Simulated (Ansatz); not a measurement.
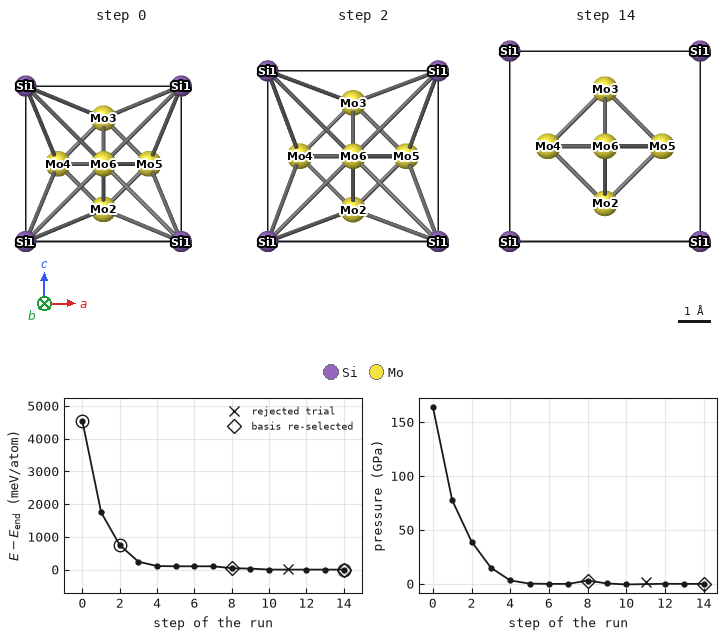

Frames of a relaxation of a crystal of SiMo₆ (a generated structure, set up in Pm-3m) (coarse preliminary run), marked on the history of the run. The picture is a ball-and-stick view of the cell of the calculation, seen along the b axis.

These are results of Ansatz 0.2.0, DFT PBE, scalar-relativistic, plane waves, PAW, not measurements.

The input:
```yaml
crystal:
  lattice:
    - [4.9065277, 0.0, 0.0]
    - [0.0, 4.9065277, 0.0]
    - [0.0, 0.0, 4.9065277]
  atoms:
    - { symbol: Si, position: [0.0, 0.0, 0.0] }
    - { symbol: Mo, position: [0.5, 0.5, 0.207] }
    - { symbol: Mo, position: [0.5, 0.5, 0.793] }
    - { symbol: Mo, position: [0.207, 0.5, 0.5] }
    - { symbol: Mo, position: [0.793, 0.5, 0.5] }
    - { symbol: Mo, position: [0.5, 0.207, 0.5] }
    - { symbol: Mo, position: [0.5, 0.793, 0.5] }
basis:
  ecutwfc: 420
kpoints:
  mp_grid: { grid: [4, 4, 4] }
hamiltonian:
  xc: pbe
scf:
  occupations: { method: gaussian, width: 0.1 }
  lower_state_search: "off"
output:
  forces: true
  stress: true
  eigenvalues: true
relax:
  adjacent_minimum: "off"
  f_tol: 0.04
  max_steps: 70
  cell: { stress_tol: 0.4 }
```

Launched with:
```bash
ansatz run input.yaml --threads 1 --pin off --max-ram 2048MiB --backend cpu --events-out ev --progress --plain --runs-dir out
```

**Describe the path.**

The energy falls by 4526 meV per atom in 11 accepted moves (14 points after the start). The largest force component goes from 25 to 0.0021 eV/Å. Pressure: 164.34 GPa at the start and −0.02 GPa at the end. The line search rejected the trial step at point 11 of the run. The SCF was repeated twice at an unchanged geometry on a basis and grid sized afresh for the cell, which shifted the energy by 57.9 meV per atom at most. The largest moves relative to the cell, 0.041 Å, are those of Mo2, Mo3, Mo4, Mo5, Mo6 and Mo7. Mo3 goes along +c. Si stays in place. The drawn cell changes as follows: a = b = c 4.907 → 6.013 Å (+22.5 %); the volume changes by +84.0 %. Near-neighbour distances that change, for instance: Si1–Mo2 3.615 → 4.419 Å, Mo2–Mo3 2.875 → 3.605 Å, Mo2–Mo4 2.033 → 2.549 Å, Mo2–Mo3 (another image) 2.031 → 2.408 Å. The space group stays Pm-3m (No. 221). Cost: 98 s on 1 thread of Arm Neoverse V1, on a shared host, peak memory 0.47 GiB. From step 0 to 2: Mo atoms move most (0.11 Å), volume +32.2 %, energy −3781 meV per atom. From step 2 to 14: Mo atoms move most (0.08 Å), volume +39.1 %, energy −745 meV per atom.

| step | E − E(0), meV/atom | largest force component, eV/Å | pressure, GPa | volume, Å³/atom | note |
| --- | --- | --- | --- | --- | --- |
| 0 | 0.00 | 24.5957 | 164.34 | 16.874 |  |
| 1 | -2775.29 | 1.8002 | 77.59 | 19.463 |  |
| 2 | -3780.59 | 1.2668 | 39.24 | 22.316 |  |
| 3 | -4285.17 | 0.5878 | 15.03 | 25.423 |  |
| 4 | -4416.53 | 0.1897 | 3.18 | 27.820 |  |
| 5 | -4424.11 | 0.0618 | 0.25 | 28.541 |  |
| 6 | -4424.16 | 0.0498 | -0.01 | 28.604 |  |
| 7 | -4424.28 | 0.0212 | 0.00 | 28.587 |  |
| 8 | -4482.17 | 0.0039 | 3.12 | 28.587 | same geometry, new basis |
| 9 | -4494.69 | 0.3053 | 0.38 | 29.685 |  |
| 10 | -4524.49 | 0.2426 | -0.52 | 31.078 |  |
| 11 | -4495.32 | 1.4239 | 1.34 | 32.103 | rejected |
| 12 | -4525.40 | 0.0455 | 0.09 | 31.050 |  |
| 13 | -4525.43 | 0.0017 | 0.00 | 31.051 |  |
| 14 | -4525.75 | 0.0021 | -0.02 | 31.051 | same geometry, new basis |
